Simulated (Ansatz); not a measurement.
## HfN: geometry relaxation (part 2 of 2)

The same run, continued: HfN (Fm-3m, 2 atoms in the cell); DFT PBEsol, scalar-relativistic, plane waves, PAW, no spin polarisation (Ansatz 0.2.0); cutoff 420 eV, 16×16×16 k-mesh, Gaussian smearing of 0.1 eV. The structure derives from an entry of the Crystallography Open Database.

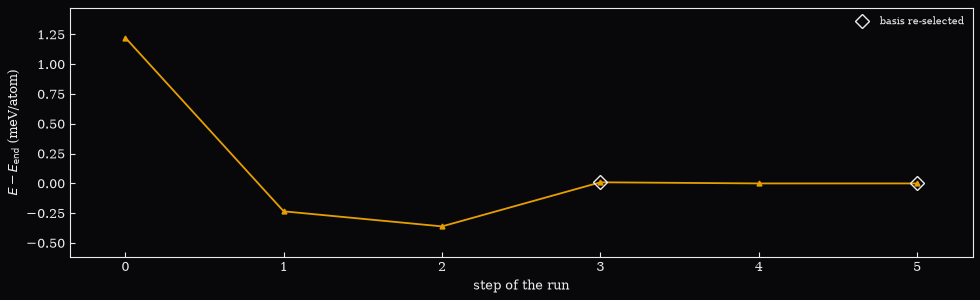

*Progress of the relaxation, step by step (the first geometry is step 0 here and step 1 in the log).*

Over 3 geometry steps the energy falls by 1.2 meV per atom. All forces vanish by symmetry, so only the cell relaxes. Pressure: −3.04 GPa at the start and 0.00 GPa at the end. 1 further SCF at an unchanged geometry re-selected the plane-wave basis for the new cell. The atoms keep their places relative to the cell (all moves are under 0.005 Å). Cell: a = b = c 4.518 → 4.502 Å (−0.4 %). Volume −1.1 %. Distances before and after: Hf1–Hf1 3.195 → 3.183 Å, Hf1–N2 2.259 → 2.251 Å. The space group stays Fm-3m (No. 225). The energy change given includes the shifts at the re-selections in mid-walk, which come without any move. A last SCF at the same geometry on a re-selected plane-wave basis shifts the energy by next to nothing (0.0 meV per atom). (Atoms are counted from 1 in the order of the input.)

```
basis re-selected at this cell: Δ(F+E_penalty+E_count) = -3.110e-10 eV, ΔP = -0.001 GPa vs the last step (what re-selecting the basis moved, of the pressure what is left beyond the Pulay correction that the steps carried, after the strain that the cell walked since its last selection, with what the two solves' SCF thresholds leave and, on support functions, any second-order correction that the steps lacked; it is no measure of the basis error at this ecutwfc). This SCF's stress stands 1.65e-3 GPa from its target on what of the cell is left free (relax.cell.stress_tol is 5.00e-2 GPa) and its largest allowed force component is 4.21e-30 eV/Å (relax.f_tol is 5.00e-3 eV/Å): within both
SCF converged after 5 iterations
Free energy (F): -15980.251161 eV
Harris-Foulkes:  -15980.251161 eV  (|F-HF|=9.09e-12)
Internal energy: -15980.248089 eV  (E = F + TS)
E sigma→0 (E₀):  -15980.249625 eV
Entropy (-TS):   -0.003072 eV (-1.536 meV/atom)
Fermi energy:    23.968190 eV
--- Per-component energies (eV) ---
  E_band       = 186.894440
  E_kinetic    = 557.403753
  E_local      = -4693.680955  (includes V_loc(G=0)·N_el)
  E_nonlocal   = -1192.584147
  E_hartree    = 2229.736176
  E_xc         = -359.057899
  E_vxc        = -344.585222  (∫ρ·V_xc dr)
  E_paw        = -6929.700465  (= ΣΔE_a)
  E_vpaw       = 1400.868588  (= ΣTr[D̂ρ^β])
  E_aug_tail   = 0.000093  (compensation charges beyond the density's cutoff)
  E_ewald      = -5593.643835
  E_core_change = 1.279190  (= ΣΔE_core)
  E_smearing   = -0.003072  (= −TS)
  E_closure    = -0.000000  (closes the sum)
  Σ components = -15980.251161   (vs F -15980.251161, Δ=0.00e0)
--- Forces (eV/Å), atoms counted from 1 ---
  atom   1  Hf    -0.00000000    -0.00000000     0.00000000
  atom   2  N      0.00000000    -0.00000000     0.00000000
  max |Σ_I F_I| component: 7.36e-30 eV/Å
--- Stress (GPa, compression-positive) ---
       -0.001648      -0.000000      -0.000000
       -0.000000      -0.001648       0.000000
       -0.000000       0.000000      -0.001648
  P = ⅓ Tr σ = -0.0016 GPa (-0.016 kbar)
--- Band table (eV; the first three rows and the last of 145) ---
  k-point 0: bands = ["-38.6618", "-7.0636", "-7.0636", "-7.0636", "6.4517", "11.3905", "11.3905", "11.3905", "11.4268", "11.5308", "11.5308", "11.5308", "21.0614", "21.0614", "21.0614", "23.5685", "23.5685", "23.5685", "25.8467", "25.9178"]
  k-point 1: bands = ["-38.6594", "-7.1062", "-7.0670", "-7.0670", "6.5436", "11.3913", "11.3940", "11.3940", "11.4288", "11.5278", "11.5278", "11.5309", "20.6408", "20.8089", "20.8089", "23.6974", "23.7096", "23.7096", "26.1390", "26.2344"]
  k-point 2: bands = ["-38.6523", "-7.2255", "-7.0769", "-7.0769", "6.8069", "11.3946", "11.4041", "11.4041", "11.4349", "11.5195", "11.5195", "11.5312", "19.7081", "20.2291", "20.2291", "23.9144", "24.0756", "24.0756", "26.8812", "27.0516"]
  k-point 144: bands = ["-38.5751", "-7.6487", "-7.6487", "-7.4285", "8.1541", "11.4441", "11.4577", "11.4577", "11.4818", "11.4818", "11.5085", "11.5497", "17.7959", "18.4742", "18.4742", "25.1146", "25.1146", "29.5929", "29.6151", "30.1960"]
--- Relaxed structure (4 steps of the walk, 4 accepted, 2 SCFs on fresh bases) ---
  F+E_penalty+E_count = -15980.25116118 eV   max|allowed force component| = 4.207e-30 eV/Å   (the final SCF, on the basis selected at the relaxed cell)
  cell:  # Å, volume = 22.8048 Å³
    - [9.17166965921206e-34, 2.2507757578555876, 2.2507757578555876]
    - [2.2507757578555876, 1.1846739976482243e-33, 2.2507757578555876]
    - [2.2507757578555876, 2.2507757578555876, -9.044285358389672e-34]
  atoms:
    - { symbol: Hf, position: [5.272986316440139e-37, -1.0268447037053441e-36, -5.272986316457301e-37] }
    - { symbol: N, position: [0.5, 0.5, 0.5] }
```

Trajectory as extended XYZ (Å, eV, eV/Å), 6 frames, from step=1 to step=6
```
2
Lattice="0.0000 2.2590 2.2590 2.2590 0.0000 2.2590 2.2590 2.2590 0.0000" Properties=species:S:1:pos:R:3:forces:R:3 step=1 energy=-15980.24871 pressure_GPa=-3.04
Hf    0.0000    0.0000    0.0000    0.0000   0.0000   0.0000
N     2.2590    2.2590    2.2590    0.0000   0.0000   0.0000
2
Lattice="0.0000 2.2465 2.2465 2.2465 0.0000 2.2465 2.2465 2.2465 0.0000" Properties=species:S:1:pos:R:3:forces:R:3 step=2 energy=-15980.25163 pressure_GPa=1.69
Hf    0.0000    0.0000    0.0000    0.0000   0.0000   0.0000
N     2.2465    2.2465    2.2465    0.0000   0.0000   0.0000
2
Lattice="0.0000 2.2510 2.2510 2.2510 0.0000 2.2510 2.2510 2.2510 0.0000" Properties=species:S:1:pos:R:3:forces:R:3 step=3 energy=-15980.25188 pressure_GPa=-0.03
Hf    0.0000    0.0000    0.0000    0.0000   0.0000   0.0000
N     2.2510    2.2510    2.2510    0.0000   0.0000   0.0000
2
Lattice="0.0000 2.2510 2.2510 2.2510 0.0000 2.2510 2.2510 2.2510 0.0000" Properties=species:S:1:pos:R:3:forces:R:3 step=4 energy=-15980.25114 pressure_GPa=-0.07
Hf    0.0000    0.0000    0.0000    0.0000   0.0000   0.0000
N     2.2510    2.2510    2.2510    0.0000   0.0000   0.0000
2
Lattice="0.0000 2.2508 2.2508 2.2508 0.0000 2.2508 2.2508 2.2508 0.0000" Properties=species:S:1:pos:R:3:forces:R:3 step=5 energy=-15980.25116 pressure_GPa=-0.00
Hf    0.0000    0.0000    0.0000    0.0000   0.0000   0.0000
N     2.2508    2.2508    2.2508    0.0000   0.0000   0.0000
2
Lattice="0.0000 2.2508 2.2508 2.2508 0.0000 2.2508 2.2508 2.2508 0.0000" Properties=species:S:1:pos:R:3:forces:R:3 step=6 energy=-15980.25116 pressure_GPa=-0.00
Hf    0.0000    0.0000    0.0000    0.0000   0.0000   0.0000
N     2.2508    2.2508    2.2508    0.0000   0.0000   0.0000
```

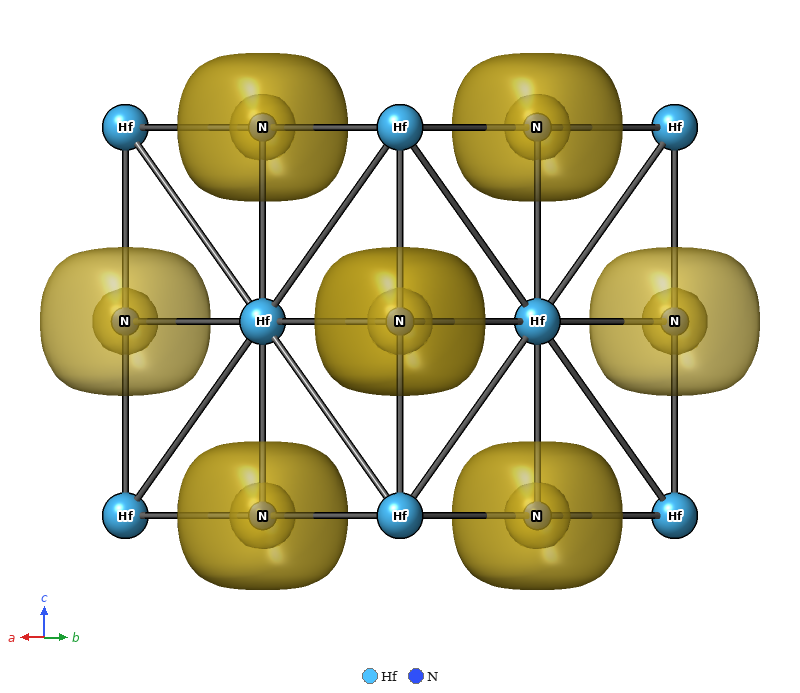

*Isosurface of the ELF at 0.6 (yellow), seen along [110]. Only the valence region is drawn (cores and ρ < 0.01 e/Å³ removed). Sticks mark near contacts. The outline is the cell set on symmetry axes.*

Profiles from the grid: Hf–N (2.25 Å): the ELF peaks at about 0.80 in the valence shell of N, 0.6 Å from its nucleus, and drops to about 0.15 between the two atoms (a polar contact without a shared pair, in a metal). Hf–Hf (3.18 Å): the ELF is about 0.15 at the midpoint; no localised pair between them. The fields are those of the smooth PAW valence density.

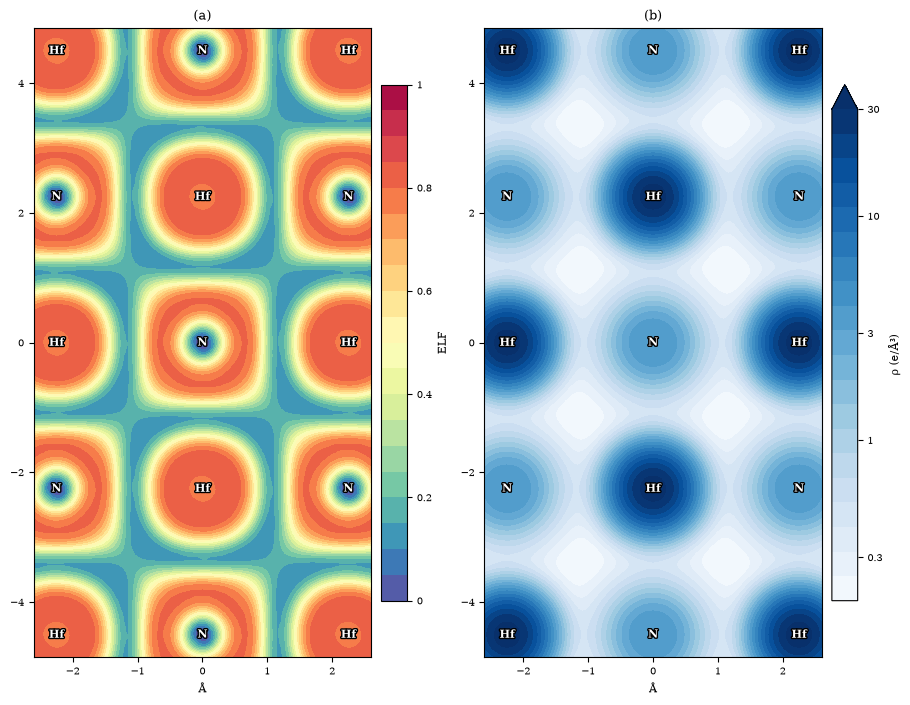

*(a) ELF; (b) valence electron density on the (001) plane of the conventional cell.*

Hf–N (2.25 Å): the density is about 0.53 e/Å³ at the midpoint; the ELF peaks at about 0.80 in the valence shell of N, 0.6 Å from its nucleus, and drops to about 0.15 between the two atoms; a polar contact without a shared pair, in a metal. Hf–Hf (3.18 Å): ρ is about 0.19 e/Å³ halfway; the ELF is about 0.15 at the midpoint (no localised pair between them). Away from the nuclei the density in this plane falls to 0.19 e/Å³ at its lowest. The strong features right at Hf lie inside the PAW spheres (semicore, d or f shells) and say nothing about bonding.

The run was set up as follows.

The input
```yaml
crystal:
  lattice:
    - [0.0, 2.259, 2.259]
    - [2.259, 0.0, 2.259]
    - [2.259, 2.259, 0.0]
  atoms:
    - { symbol: Hf, position: [0.0, 0.0, 0.0] }
    - { symbol: "N", position: [0.5, 0.5, 0.5] }
basis:
  ecutwfc: 420
kpoints:
  mp_grid: { grid: [16, 16, 16] }
hamiltonian:
  xc: pbesol
scf:
  occupations: { method: gaussian, width: 0.1 }
output:
  forces: true
  stress: true
  eigenvalues: true
  write_density: true
  write_potential: true
  elf: true
  volumetric_format: npy
relax:
  adjacent_minimum: "off"
  f_tol: 0.005
  max_steps: 80
  cell: { stress_tol: 0.05 }
```

Command:
```bash
ansatz run input.yaml --threads 2 --pin off --max-ram 5120MiB --backend cpu --events-out ev --progress --plain --runs-dir out
```

Key numbers

```tsv
quantity	value
outcome	converged
space group (tolerance 0.01 Å)	Fm-3m (225)
electrons treated	31
free energy	−15980.2512 eV
Fermi energy	23.968 eV
gap on the k-point mesh	none (metallic)
pressure	0.00 GPa
final volume	22.80 Å³
largest force (length of the vector) at the end	under 0.001 eV/Å
final cell	a = 3.183 Å, b = 3.183 Å, c = 3.183 Å, α = 60.00°, β = 60.00°, γ = 60.00°
hardware	2 threads of AMD EPYC (Zen 3), 189 GiB of memory available, shared host
wall time	31 s (CPU time 55 s)
peak memory	0.41 GiB
```

Remarks

Spin–orbit coupling is left out, which matters for Hf. The cell holds an odd number of electrons but the run has no spin polarisation, so a band is left half filled.
